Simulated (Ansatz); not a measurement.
**Run report: ZnO, single-point calculation**

System: ZnO (P6₃mc, 4 atoms in the cell).
Method: DFT, HSE06, plane waves, PAW, no spin polarisation (Ansatz 0.2.0).

The structure was built on a prototype by a generator. The geometry comes from this level: r2SCAN. Figures and captions count atoms from 1; the log counts them from 0 in places.

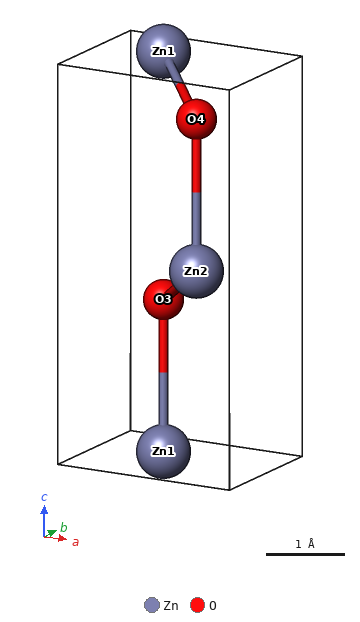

Figure 1. The structure as given in the input (ball-and-stick view of the cell of the calculation, seen slightly off an axis; atoms are numbered from 1 in the order of the input). Near neighbours in the crystal (not all of them lie inside the picture): Zn has 4 O at 1.97 to 1.98 Å; O has 4 Zn at 1.97 to 1.98 Å.

**Summary**

```json
{"quantity": "outcome", "value": "converged"}
{"quantity": "space group (tolerance 0.01 Å)", "value": "P6₃mc (186)"}
{"quantity": "electrons treated", "value": "36"}
{"quantity": "free energy", "value": "−7773.4119 eV"}
{"quantity": "Fermi energy", "value": "6.049 eV"}
{"quantity": "gap on the k-point mesh", "value": "2.53 eV"}
{"quantity": "pressure", "value": "1.65 GPa"}
{"quantity": "largest force (length of the vector)", "value": "0.008 eV/Å"}
{"quantity": "hardware", "value": "4 threads of AMD EPYC (Zen 5), 16 GiB of memory available, shared host"}
{"quantity": "wall time", "value": "16 s (CPU time 54 s)"}
{"quantity": "peak memory", "value": "1.4 GiB"}
```

The program warns: the exchange loop's threshold is looser than advised for the stress; the SCF threshold is looser than advised for the printed stress.

**Input file**
```yaml
crystal:
  lattice:
    - [3.2353408649, 0.0, 0.0]
    - [-1.6176704325, 2.8018873789, 0.0]
    - [0.0, 0.0, 5.2109518222]
  atoms:
    - { symbol: Zn, position: [0.3333333333, 0.6666666667, -0.0023477535] }
    - { symbol: Zn, position: [0.6666666667, 0.3333333333, 0.4976522465] }
    - { symbol: O, position: [0.3333333333, 0.6666666667, 0.3773477535] }
    - { symbol: O, position: [0.6666666667, 0.3333333333, 0.8773477535] }
kpoints:
  mp_grid: { grid: [6, 6, 4] }
  band_path:
    path:
      - [0.0, 0.0, 0.0]
      - [0.5, 0.0, 0.0]
      - [0.3333333333, 0.3333333333, 0.0]
      - [0.0, 0.0, 0.5]
      - [0.5, 0.0, 0.5]
      - [0.3333333333, 0.3333333333, 0.5]
    npoints: 1
hamiltonian:
  xc: hse06
scf:
  occupations: { method: fixed }
  n_extra_bands: 5
output:
  forces: true
  stress: true
  eigenvalues: true
```

Command:
```bash
ansatz run input.yaml --threads 4 --pin off --max-ram 5529MiB --backend cpu --events-out ev --progress --plain --runs-dir out
```

**Log**
```
Warning: output.stress: scf.convergence.dr2_threshold = 1e-7 eV (the SCF's general default) is looser than the 4e-10 eV advised for a printed stress (1e-10 eV for each atom of the cell: 4). What an SCF threshold leaves in a stress goes as its square root, and in the free energy as the threshold itself, and one threshold admits the most on a small cell: of the crystals measured, under no hybrid functional and no lock of the moments, on runs that ended without the residual-converged pass, on stresses that held no estimate of that error, the worst erred by over 100 MPa in a component at 1e-7 eV an atom and by under 5 at 1e-10. Set scf.convergence.dr2_threshold to 4e-10 eV or tighter. The threshold is an SCF's pass mark: one that does not reach it within its budget of iterations ends unconverged, or closes short of it on a stop that the run arms, and scf.convergence.dr2_threshold's page says what that costs each kind of run
Warning: output.stress: scf.exx.energy_threshold = 1e-6 eV is looser than the 4e-8 eV advised for a stress under a hybrid functional (1e-8 eV for each atom of the cell: 4). Every SCF of the exchange loop can meet its threshold on dr2 while the loop round them stops early: no threshold on dr2 bounds what that leaves in the stress. Set scf.exx.energy_threshold to 4e-8 eV or tighter. The threshold is the loop's pass mark: a loop that does not reach it within its budget of cycles ends unconverged, and scf.exx.energy_threshold's page has the law
scf.n_extra_bands = 5 over 18 filled bands (N_el = 36.0): the run solves 23 bands
Engine: ansatz 0.2.0, x86_64-unknown-linux-gnu
Pseudopotentials: kind: paw
Pseudopotential: Zn, paw, valence charge 12, recommended cutoff 420 eV (normal), Zn.paw.azcp
Pseudopotential: O, paw, valence charge 6, recommended cutoff 420 eV (normal), O.paw.azcp
Functional definition: HSE06
  parameter a = 0.25
  parameter omega = 0.11/bohr
  exchange = pbe_x - a*pbe_x_sr(omega) + a*exact_x_sr(omega)
  correlation = pbe_c
davidson cushion auto → on  (no smearing: the cushion is to keep the highest requested band from converging to the state above it; pin scf.eigensolver.cushion to override)
Crystal: 4 atoms, lattice volume = 47.238 Å³
Basis set: ecut = 420 eV, 941 PW (Γ), exchange–correlation on 48×48×72 points (8 copies of the dense FFT grid, shifted against one another)
Bands: 23, of which v1, the nominal top of the filled ones, is band 18 counted from 1 (17 counted from 0)
Symmetry: 12 space group operations
Space group: P63mc (ITA 186), of the structure as read, at distance tolerance 3.6e-5 Å
k-points: 21 of 144 (time reversal used)
Non-local potential: Zn, projectors of the file, l = 0: 2, l = 1: 2, l = 2: 3, l = 3: 1
Non-local potential: O, projectors of the file, l = 0: 2, l = 1: 2, l = 2: 1
PAW form: soft (Blöchl's): semilocal exchange-correlation on the pseudo side does not see the compensation charge
PAW frozen core: Zn, regenerated for the run's functional, and the local potential with it (the file was generated under x = pbe(κ = 0.804, μ = 0.2195149727645171), c = pbe(β = 0.06672455060314922))
PAW frozen core: O, regenerated for the run's functional, and the local potential with it (the file was generated under x = pbe(κ = 0.804, μ = 0.2195149727645171), c = pbe(β = 0.06672455060314922))
PAW one-centre angular grid: Zn, 590 points (default); XC on 64 Gauss nodes
PAW one-centre angular grid: O, 110 points (default); XC on 96 Gauss nodes
Initial density: superposition of atomic densities (neutral atoms: chi_scale 0, normalization atom), corrected by the library's trained network
Initial wavefunctions: pseudopotential atomic-orbital guess
Functional: x = pbe(κ = 0.804, μ = 0.2195149727645171), c = pbe(β = 0.06672455060314922), warm-up for x = pbe(κ = 0.804, μ = 0.2195149727645171) + 0.25 (exact − pbe) at short range (hse, ω = 0.20786987370883472 Å⁻¹), c = pbe(β = 0.06672455060314922); HSE06 as pw.x's `hse` composes it (authors' and Libxc's form: `xc: wpbeh`)
SCF iter   1: F=—  HF=-7773.665028 eV  |F-HF|=—  |Δ(HF+E_count)|=         —  Δρ=2.31e-3  dr2=1.33e-3  ethr=1.77e-3  ⟨swp⟩=8.8  Hψ=2429  notcnv=0
preconditioner: auto → none  [insulator: Δε(μ)=0.829 eV  Ē_g=13.529 eV  n_scr=22 (ndim 8)  ℏωp=32.4 eV  f_vac=0.033]
SCF iter   2: F=—  HF=-7773.665291 eV  |F-HF|=—  |Δ(HF+E_count)|=   2.64e-4  Δρ=1.37e-3  dr2=4.89e-4  ethr=3.68e-6  ⟨swp⟩=4.4  Hψ=1960  notcnv=0
iter 3 solved again at ethr=3.48e-8 eV; its pass at ethr=1.36e-6 eV (dr2=1.25e-5 eV) is discarded
SCF iter   3: F=-7773.665140 eV  HF=-7773.665075 eV  |F-HF|=6.50e-5  |Δ(HF+E_count)|=   2.16e-4  Δρ=2.92e-4  dr2=1.26e-5  ethr=3.48e-8  ⟨swp⟩=2.4  Hψ=2586  notcnv=0
SCF 1 stopped early in 3 iterations: F = -7773.665140 eV  dr2 = 1.26e-5
  greatest PAW one-centre occupation: 0.987 electrons in one spin orbital (limit 2), on the Zn atom at site 0 (counted from 0), in its partial waves of l = 2
Initial density: handed on by an earlier stage of this run
Initial wavefunctions: those handed on with the density
Functional: x = pbe(κ = 0.804, μ = 0.2195149727645171) + 0.25 (exact − pbe) at short range (hse, ω = 0.20786987370883472 Å⁻¹), c = pbe(β = 0.06672455060314922); HSE06 as pw.x's `hse` composes it (authors' and Libxc's form: `xc: wpbeh`)
Exchange kernel: α = 0.2500, screened, ω = 0.2079 Å⁻¹, Wigner–Seitz truncation, v(0) = 1044.5270 eV·Å³, q-mesh 6×6×4, nearest image of the exchange supercell L = 19.41 Å, pair-density grid 18×18×30, without the augmentation charges, whose exchange is taken in its separable form by FFT convolution over the k-point mesh (sized by the pseudopotential files, 20×20×36 at the most), smooth part of the exact exchange by density-matrix convolution
Frozen-core exchange: fock
SCF iter   1: F=—  HF=-7773.455757 eV  |F-HF|=—  |Δ(HF+E_count)|=         —  Δρ=2.66e-2  dr2=1.83e-1  ethr=3.51e-7  ⟨swp⟩=7.4  Hψ=2819  notcnv=0
preconditioner: auto → none  [insulator: Δε(μ)=2.606 eV  Ē_g=16.548 eV  n_scr=22 (ndim 8)  ℏωp=32.4 eV  f_vac=0.033]
SCF iter   2: F=—  HF=-7773.398303 eV  |F-HF|=—  |Δ(HF+E_count)|=   5.75e-2  Δρ=4.49e-3  dr2=7.20e-3  ethr=3.51e-7  ⟨swp⟩=5.0  Hψ=2422  notcnv=0
SCF iter   3: F=—  HF=-7773.413314 eV  |F-HF|=—  |Δ(HF+E_count)|=   1.50e-2  Δρ=5.83e-3  dr2=7.98e-3  ethr=3.51e-7  ⟨swp⟩=5.0  Hψ=2113  notcnv=0
SCF iter   4: F=—  HF=-7773.412093 eV  |F-HF|=—  |Δ(HF+E_count)|=   1.22e-3  Δρ=2.23e-3  dr2=1.03e-3  ethr=3.51e-7  ⟨swp⟩=4.0  Hψ=1866  notcnv=0
SCF iter   5: F=—  HF=-7773.413373 eV  |F-HF|=—  |Δ(HF+E_count)|=   1.28e-3  Δρ=1.14e-3  dr2=3.90e-4  ethr=3.51e-7  ⟨swp⟩=4.0  Hψ=1773  notcnv=0
SCF iter   6: F=—  HF=-7773.413250 eV  |F-HF|=—  |Δ(HF+E_count)|=   1.23e-4  Δρ=5.07e-4  dr2=1.16e-4  ethr=3.51e-7  ⟨swp⟩=3.4  Hψ=1580  notcnv=0
SCF iter   7: F=-7773.413214 eV  HF=-7773.413216 eV  |F-HF|=2.53e-6  |Δ(HF+E_count)|=   3.31e-5  Δρ=4.09e-5  dr2=1.66e-6  ethr=2.92e-7  ⟨swp⟩=3.0  Hψ=1209  notcnv=0
SCF 2 stopped early in 7 iterations: F = -7773.413214 eV  dr2 = 1.66e-6
  Residual-converged pass: ⟨swp⟩=4.0  Hψ=1624  notcnv=0  max |occ|·‖R‖ = 6.5e-6 eV (tolerance 6.7e-6 eV)  dr2=1.59e-6  dr2_onsite=5.57e-8  max |Δocc| = 0.0e0
  greatest PAW one-centre occupation: 0.989 electrons in one spin orbital (limit 2), on the Zn atom at site 1 (counted from 0), in its partial waves of l = 2
hybrid outer 1: dexx = +2.423e-2 eV, tail = 9.24e-5 eV
Exchange kernel: α = 0.2500, screened, ω = 0.2079 Å⁻¹, Wigner–Seitz truncation, v(0) = 1044.5270 eV·Å³, q-mesh 6×6×4, nearest image of the exchange supercell L = 19.41 Å, pair-density grid 18×18×30, without the augmentation charges, whose exchange is taken in its separable form by FFT convolution over the k-point mesh (sized by the pseudopotential files, 20×20×36 at the most), smooth part of the exact exchange by density-matrix convolution
Frozen-core exchange: fock
SCF iter   1: F=—  HF=-7773.411929 eV  |F-HF|=—  |Δ(HF+E_count)|=         —  Δρ=1.39e-4  dr2=6.77e-6  ethr=1.28e-6  ⟨swp⟩=3.0  Hψ=1146  notcnv=0
preconditioner: auto → none  [insulator: Δε(μ)=2.532 eV  Ē_g=16.295 eV  n_scr=22 (ndim 8)  ℏωp=32.4 eV  f_vac=0.048]
SCF iter   2: F=—  HF=-7773.411930 eV  |F-HF|=—  |Δ(HF+E_count)|=   1.04e-6  Δρ=1.78e-5  dr2=3.29e-7  ethr=1.44e-8  ⟨swp⟩=4.0  Hψ=1710  notcnv=0
SCF iter   3: F=—  HF=-7773.411932 eV  |F-HF|=—  |Δ(HF+E_count)|=   1.62e-6  Δρ=1.99e-5  dr2=1.21e-7  ethr=2.01e-10  ⟨swp⟩=4.6  Hψ=1987  notcnv=0
SCF iter   4: F=—  HF=-7773.411932 eV  |F-HF|=—  |Δ(HF+E_count)|=   3.19e-8  Δρ=1.98e-6  dr2=5.55e-9  ethr=2.01e-10  ⟨swp⟩=3.0  Hψ=1399  notcnv=0
SCF iter   5: F=-7773.411932 eV  HF=-7773.411932 eV  |F-HF|=4.40e-9  |Δ(HF+E_count)|=   3.14e-8  Δρ=3.83e-6  dr2=4.85e-9  ethr=2.70e-12  ⟨swp⟩=5.1  Hψ=1953  notcnv=0  defer=1
SCF 3 converged in 5 iterations: F = -7773.411932 eV  dr2 = 4.85e-9
  Residual-converged pass: ⟨swp⟩=2.1  Hψ=952  notcnv=0  max |occ|·‖R‖ = 5.9e-7 eV (tolerance 6.3e-7 eV)  dr2=4.85e-9  dr2_onsite=1.01e-9  max |Δocc| = 0.0e0
  greatest PAW one-centre occupation: 0.989 electrons in one spin orbital (limit 2), on the Zn atom at site 0 (counted from 0), in its partial waves of l = 2
```

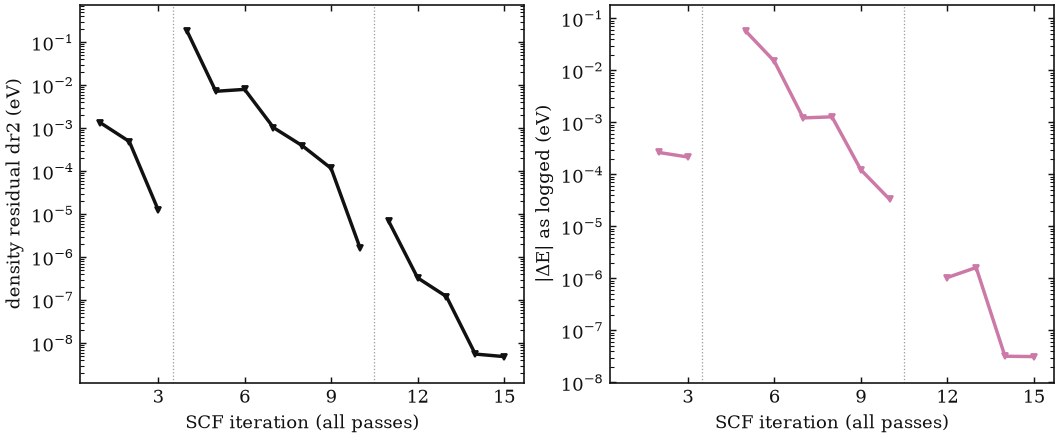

Figure 2. Convergence of the self-consistent field: density residual dr2 and size of the energy change against the SCF iteration. The run starts with a semilocal functional; after that each stretch between dotted lines is one SCF of the hybrid functional between two exact rebuilds of the exchange operator by the outer loop. Early passes are stopped at a loose threshold. The passes take 3, 7 and 5 iterations.

```
hybrid outer 2: dexx = +1.564e-6 eV, tail = 4.03e-8 eV, Δε = 5.18e-3 eV (about 1.36e-4 eV left of the loop's levels), ΔF = 9.45e-4 eV/Å (tail 2.98e-4)
NSCF: frozen V_eff on 6 k-points
hybrid SCF converged: 2 outer / 12 inner (+3 warm-up), last move |dexx| = 1.56e-6 eV, tail = 4.03e-8 eV
Stability not checked: this state was not tested for a lower state beside it, because the functional holds exact exchange (a hybrid, or Hartree-Fock), whose exchange loop this test does not read (fock_operator; see scf.lower_state_search)
Free energy (F): -7773.411932 eV
Frozen-core exchange: fock
Harris-Foulkes:  -7773.411932 eV  (|F-HF|=4.40e-9)
Internal energy: -7773.411932 eV  (E = F + TS)
E sigma→0 (E₀):  -7773.411932 eV
Fermi energy:    6.049373 eV
--- Per-component energies (eV) ---
  E_band       = -5.050559
  E_kinetic    = 613.591805
  E_local      = -4012.514632  (includes V_loc(G=0)·N_el)
  E_nonlocal   = 1341.693764
  E_hartree    = 1660.400917
  E_xc         = -334.129218
  E_vxc        = -230.825246  (∫ρ·V_xc dr)
  E_exx        = -122.773668  (= α·E_x^exact, valence–valence)
  E_paw        = -3950.648786  (= ΣΔE_a)
  E_vpaw       = -792.258510  (= ΣTr[D̂ρ^β])
  E_aug_tail   = 0.004156  (compensation charges beyond the density's cutoff)
  E_ewald      = -2970.264284
  E_core_change = 1.228014  (= ΣΔE_core)
  E_smearing   = -0.000000  (= −TS)
  E_closure    = 0.000000  (closes the sum)
  Σ components = -7773.411932   (vs F -7773.411932, Δ=-9.09e-13)
--- Forces (eV/Å), atoms counted from 1 ---
  atom   1  Zn     0.00000000    -0.00000000    -0.00754798
  atom   2  Zn    -0.00000000     0.00000000    -0.00754798
  atom   3  O      0.00000000     0.00000000     0.00751513
  atom   4  O     -0.00000000    -0.00000000     0.00751513
  max |Σ_I F_I| component: 6.57e-5 eV/Å
--- Stress (GPa, compression-positive) ---
        1.727072      -0.000000       0.000000
        0.000000       1.727072       0.000000
        0.000000       0.000000       1.504316
  P = ⅓ Tr σ = 1.6528 GPa (16.528 kbar)
--- Band table (eV; the first three rows and the last of 21) ---
  k-point 0: bands = ["-13.4666", "-12.7085", "-0.6692", "-0.6692", "-0.6295", "-0.4742", "-0.4742", "0.1128", "0.3833", "0.3833", "0.5825", "0.5825", "1.0480", "5.1970", "5.1970", "5.9734", "6.0494", "6.0494", "8.5818", "13.3341", "16.3839", "21.1630", "21.1630"]
  k-point 1: bands = ["-13.3602", "-12.8243", "-0.6790", "-0.6527", "-0.6527", "-0.5159", "-0.5159", "-0.3859", "0.4225", "0.4225", "0.5643", "0.5643", "2.0186", "5.0599", "5.3242", "5.3242", "5.9270", "5.9270", "9.6284", "12.7574", "16.8693", "20.5433", "21.1753"]
  k-point 2: bands = ["-13.0970", "-13.0970", "-0.6881", "-0.6881", "-0.5968", "-0.5968", "-0.5968", "-0.5968", "0.5035", "0.5035", "0.5035", "0.5035", "3.5432", "3.5432", "5.6277", "5.6277", "5.6277", "5.6277", "11.3399", "11.3399", "18.2881", "18.2881", "21.4482"]
  k-point 20: bands = ["-12.5636", "-12.5636", "-0.4775", "-0.4775", "-0.3532", "-0.3532", "0.1708", "0.1708", "0.3871", "0.3871", "0.9173", "0.9173", "1.8475", "1.8475", "3.0802", "3.0802", "4.7437", "4.7437", "15.9402", "15.9402", "16.1443", "16.1443", "17.2683"]
```

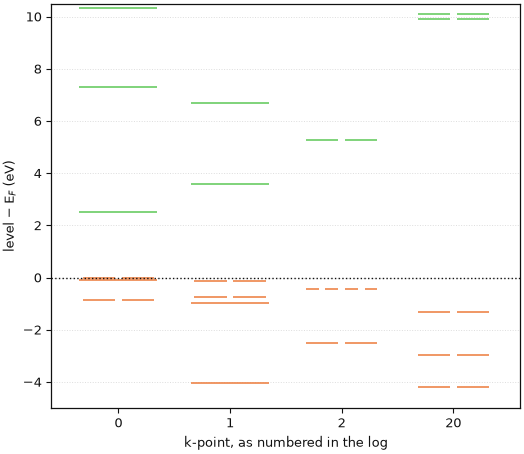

Figure 3. Kohn–Sham levels near the Fermi level (dotted) at the few k-points that the log prints; levels within 0.02 eV of each other stand side by side. Among these points the highest filled and lowest empty levels are 2.53 eV apart, which is the gap on the mesh.
